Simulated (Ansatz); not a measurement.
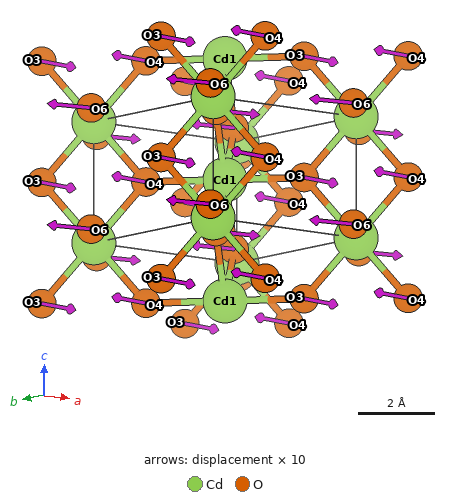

A relaxation of solid CdO₂ (built on the MgF2-58 type type). The starting structure is drawn; purple arrows show the displacements (the part carried along by the change of the cell is left out), magnified 10 times.

The picture is a ball-and-stick view of the cell of the calculation, seen from a free direction.

Computed with DFT, PBEsol, plane waves, PAW (Ansatz). Set-up: plane-wave cutoff 420 eV; k-point mesh 4 × 4 × 6; occupations fermi dirac; smearing width 0.03 eV; no spin polarisation; cell and atoms relaxed; force threshold 0.01 eV/Å; at most 120 steps.

### Atoms of which element are displaced furthest, and by how much?

Oxygen: up to 0.14 Å, against 0.00 Å for cadmium.

### What did the optimiser do to the structure, and how much energy did it gain?

After 6 accepted moves (8 points after the start) the energy has fallen by 22.3 meV per atom. Largest force component: 0.46 eV/Å at the start, 0.001 eV/Å at the end. The pressure goes from −1.81 to 0.00 GPa. At 2 points the geometry stayed and the basis and grid were re-selected for the new cell (energy shift of 0.5 meV per atom at most each time). The largest moves relative to the cell, 0.14 Å, are those of O atoms. Cd stays in place. The volume changes by −1.5 %, with a 4.881 → 4.806 Å (−1.5 %), b 4.976 → 4.846 Å (−2.6 %), c 3.250 → 3.338 Å (+2.7 %). Near-neighbour distances that change, for instance: Cd–O 2.129 → 2.093 Å, Cd–O 2.118 → 2.150 Å. Bond angles that change, for instance: Cd–O–Cd 99.5° → 105.8°, O–Cd–O 99.5° → 105.8°, O–Cd–O 80.5° → 74.2°. The space group stays Pnnm (No. 58).
